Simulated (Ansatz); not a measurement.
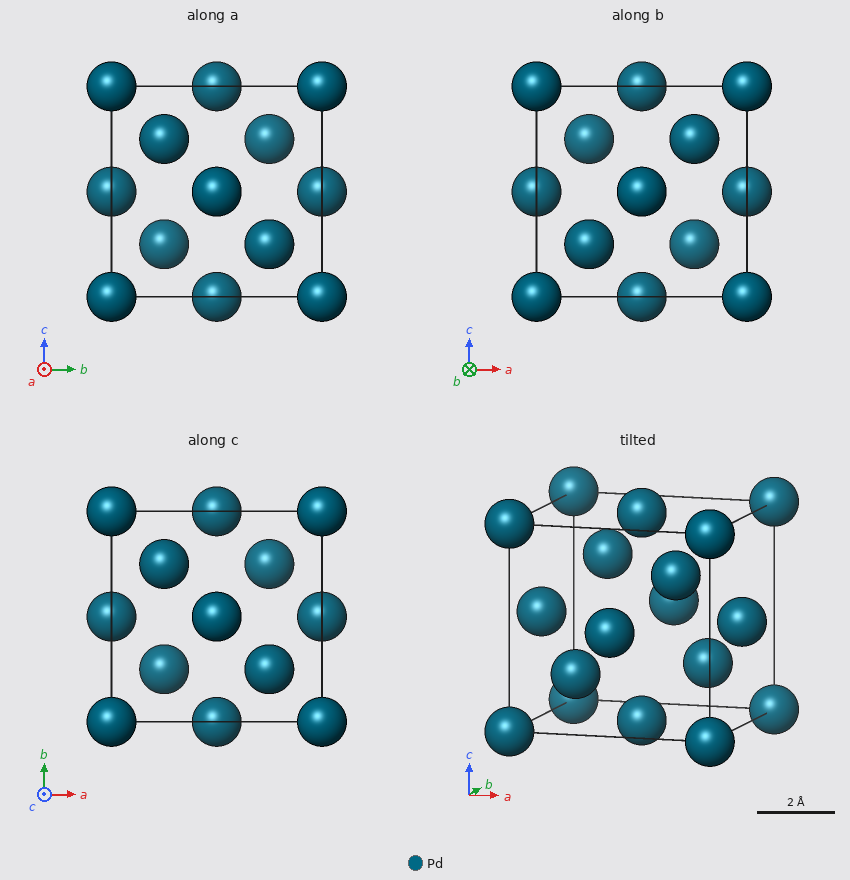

An orthographic spheres-only view of the structure, along the a axis, along the b axis, along the c axis and slightly off an axis. The conventional unit cell is drawn as a box.

Lattice parameters: a = 5.500 Å, b = 5.500 Å, c = 5.500 Å, α = 90.00°, β = 90.00°, γ = 90.00°. Put a along x and b in the xy plane.

Transcribe the picture into a POSCAR file.

Answer.
```
Pd
1.0
     5.500    0.000    0.000
     0.000    5.500    0.000
     0.000    0.000    5.500
Pd
8
Direct
  0.7500 0.7500 0.2500
  0.0000 0.5000 0.5000
  0.7500 0.2500 0.7500
  0.0000 0.0000 0.0000
  0.2500 0.7500 0.7500
  0.5000 0.5000 0.0000
  0.2500 0.2500 0.2500
  0.5000 0.0000 0.5000
```

It goes back to a structure type filled with this element by a generator (whether the element takes this form wasn't checked). Earlier steps of the study may have refined or changed the cell and positions. Ansatz was used for an electronic-structure calculation on it.

At this level of theory the cell isn't at rest (compressed, at 14 GPa), so its distances can differ from those at equilibrium, the more so the softer the solid.
